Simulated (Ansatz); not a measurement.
**Sn$_{2}$Ge: density, localisation and related maps**

Input file:

```
crystal:
  lattice:
    - [4.4993081996, 0.0, 0.0]
    - [-2.2496540998, 3.8965152003, 0.0]
    - [0.0, 0.0, 11.0631436]
  atoms:
    - { symbol: Sn, position: [0.0, 0.0, 0.369294] }
    - { symbol: Sn, position: [0.3333333333, 0.6666666667, 0.048985] }
    - { symbol: Sn, position: [0.6666666667, 0.3333333333, 0.951015] }
    - { symbol: Sn, position: [0.0, 0.0, 0.630706] }
    - { symbol: Ge, position: [0.6666666667, 0.3333333333, 0.708152] }
    - { symbol: Ge, position: [0.3333333333, 0.6666666667, 0.291848] }
basis:
  ecutwfc: 420
kpoints:
  mp_grid: { grid: [12, 12, 4] }
  band_path:
    path:
      - [[0.0, 0.0, 0.0], [0.5, 0.0, 0.0], [0.33333333, 0.33333333, 0.0], [0.0, 0.0, 0.0], [0.0, 0.0, 0.5], [0.5, 0.0, 0.5], [0.33333333, 0.33333333, 0.5], [0.0, 0.0, 0.5]]
      - [[0.5, 0.0, 0.5], [0.5, 0.0, 0.0]]
      - [[0.33333333, 0.33333333, 0.5], [0.33333333, 0.33333333, 0.0]]
    npoints: 14
hamiltonian:
  xc: pbe
scf:
  occupations: { method: gaussian, width: 0.1 }
  n_extra_bands: 15
output:
  forces: true
  stress: true
  eigenvalues: true
  populations: true
  dos: { projected: true, de: 0.02, nscf_kmesh: { grid: [15, 15, 5] } }
  bader: true
  write_density: true
  write_potential: true
  elf: true
  volumetric_format: npy
```

Run with:

```sh
ansatz run input.yaml --threads 4 --pin off --max-ram 8192MiB --backend cpu --events-out ev --progress --plain --runs-dir out
```

Below, planes, directions and counts refer to the conventional cell (a = 4.50 Å, b = 4.50 Å, c = 11.06 Å, α = 90.00°, β = 90.00°, γ = 120.00°).

Space group P-3m1; a structure generated by program, which may or may not match a known phase.

These are results of DFT PBE, scalar-relativistic, plane waves, PAW in Ansatz 0.2.0, not measurements.

In a PAW calculation such maps are meaningful between the atoms, not at the nuclei.

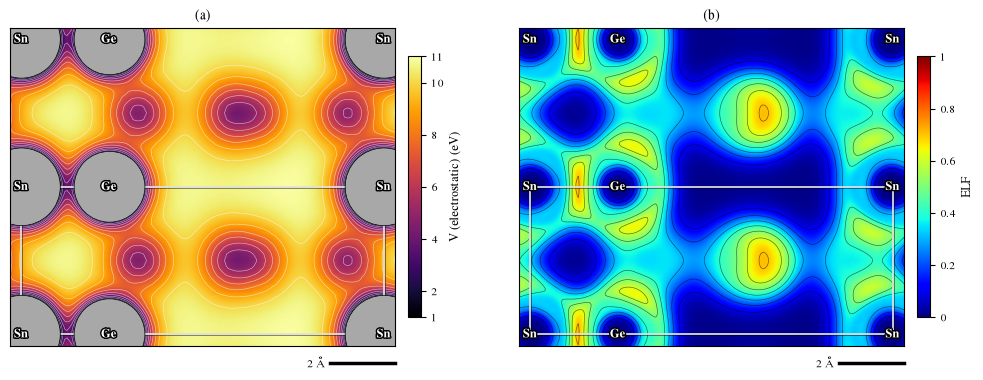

Figure 1. (a) electrostatic potential (local pseudopotential plus Hartree) felt by an electron; (b) ELF on the (11̄0) plane of the conventional cell. Grey discs cover the atomic cores in the potential map.

**Describe what can be read from this map.**

- The plane passes through Sn and Ge nuclei.
- Sn–Ge (2.69 Å): the ELF peaks at about 0.70 between the atoms.
- Outside the cores the potential energy rises away from the atoms and is highest about 2.8 Å from the nearest atoms; its zero is arbitrary.

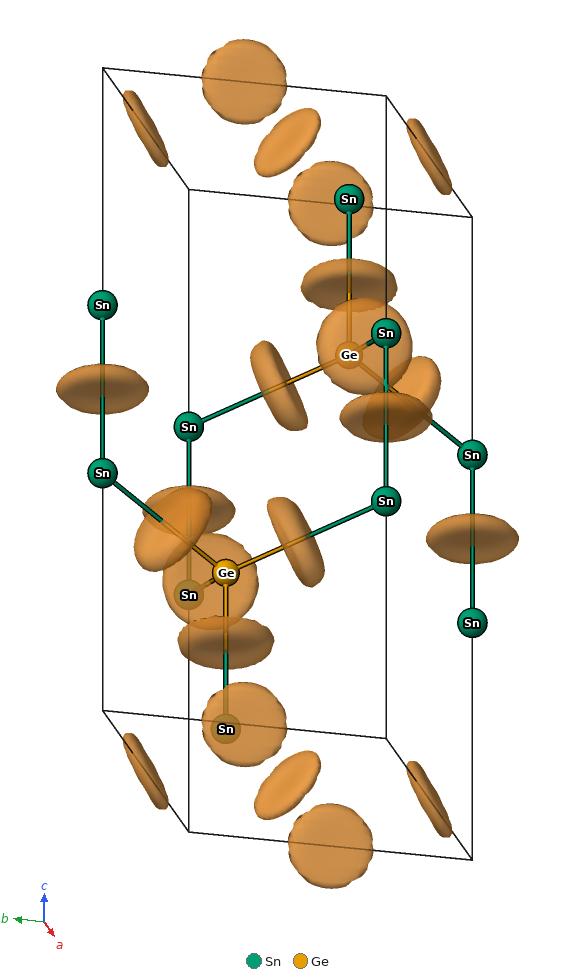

Figure 2. Isosurface of the electron localisation function at 0.6 (orange), seen at an oblique angle. Only the valence region is drawn (cores and ρ < 0.01 e/Å³ removed). Sticks mark near contacts.

**What do the ELF domains correspond to?**

The surface consists of eight regions between bonded Ge–Sn atoms and four regions between bonded Sn–Sn atoms, counted in one cell of 6 atoms. Any copies at cell faces, edges or corners count once. Along the contacts the grid gives the following. Sn–Sn (2.81 Å): the ELF peaks at about 0.65 between the atoms.

**Does the calculation give a band gap?**

It is gapless in this calculation (a metal or semimetal).

**Which way does charge flow, and how much by Bader's partition?**

Electrons move from Sn towards Ge. Bader charges: Sn +0.06 to +0.23 and Ge −0.29 e.
